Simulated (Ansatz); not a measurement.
**ZrSi2: density, localisation and related maps**

Input file:

```
crystal:
  lattice:
    - [-1.7108487064, 1.7108487064, 4.2028067753]
    - [1.7108487064, -1.7108487064, 4.2028067753]
    - [1.7108487064, 1.7108487064, -4.2028067753]
  atoms:
    - { symbol: Si, position: [0.333, 0.333, 0.0] }
    - { symbol: Si, position: [0.667, 0.667, 0.0] }
    - { symbol: Zr, position: [0.0, 0.0, 0.0] }
basis:
  ecutwfc: 420
kpoints:
  mp_grid: { grid: [18, 18, 18] }
hamiltonian:
  xc: pbesol
scf:
  occupations: { method: gaussian, width: 0.1 }
output:
  forces: true
  stress: true
  eigenvalues: true
  write_density: true
  write_potential: true
  elf: true
  volumetric_format: npy
```

Command:

```sh
ansatz run input.yaml --threads 1 --pin off --max-ram 1331MiB --backend cpu --events-out ev --progress --plain --runs-dir out
```

Below, planes, directions and counts refer to the conventional cell (a = 3.42 Å, b = 3.42 Å, c = 8.41 Å, α = 90.00°, β = 90.00°, γ = 90.00°).

Space group I4/mmm; changed on purpose from its base cell (Mo replaced by Zr, lengths x 1.034, strained and moved within the space group); not relaxed (largest force 0.5 eV/Å).

All numbers below come from Ansatz, DFT PBEsol, scalar-relativistic, plane waves, PAW.

In a PAW calculation such maps are meaningful between the atoms, not at the nuclei.

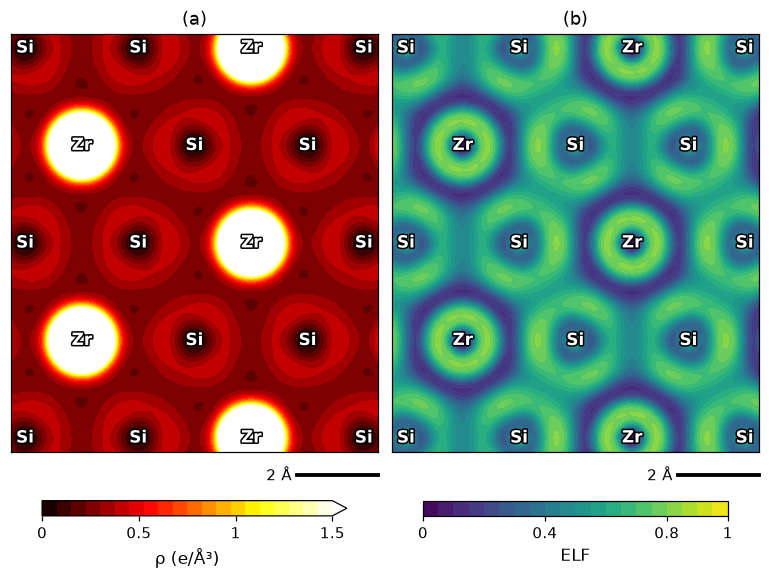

Figure 1. (a) valence pseudo-density; (b) ELF on the (11̄0) plane of the conventional cell.

### Interpret the plot.

The plane passes through Si and Zr nuclei. Zr–Si (2.80 Å): ρ is about 0.27 e/Å³ halfway; the ELF peaks at about 0.75 in the valence shell of Si, 0.9 Å from its nucleus, and is about 0.30 at the midpoint. Between the atoms the lowest density in this plane is 0.22 e/Å³. The features right at Zr lie inside the PAW spheres, where the map follows smoothed inner orbitals and isn't to be read closely.

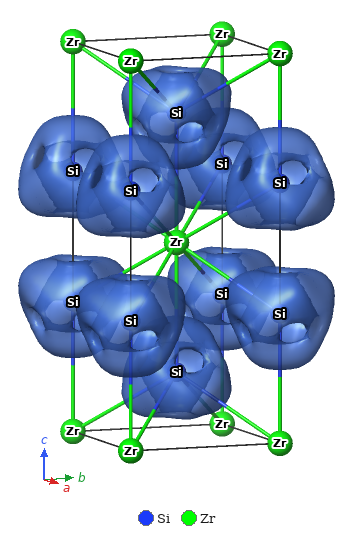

Figure 2. Isosurface of the ELF at 0.65 (blue), seen slightly off an axis. Core shells and regions of very low density are left out. Sticks mark near contacts.

### Describe the localisation domains.

At this value the surface marks out four regions wrapped around Si (the valence shell of each), counted in one cell of 6 atoms. Regions shared between cells count once.

### Metal or insulator at this level of theory?

It is gapless in this calculation (a metal or semimetal).
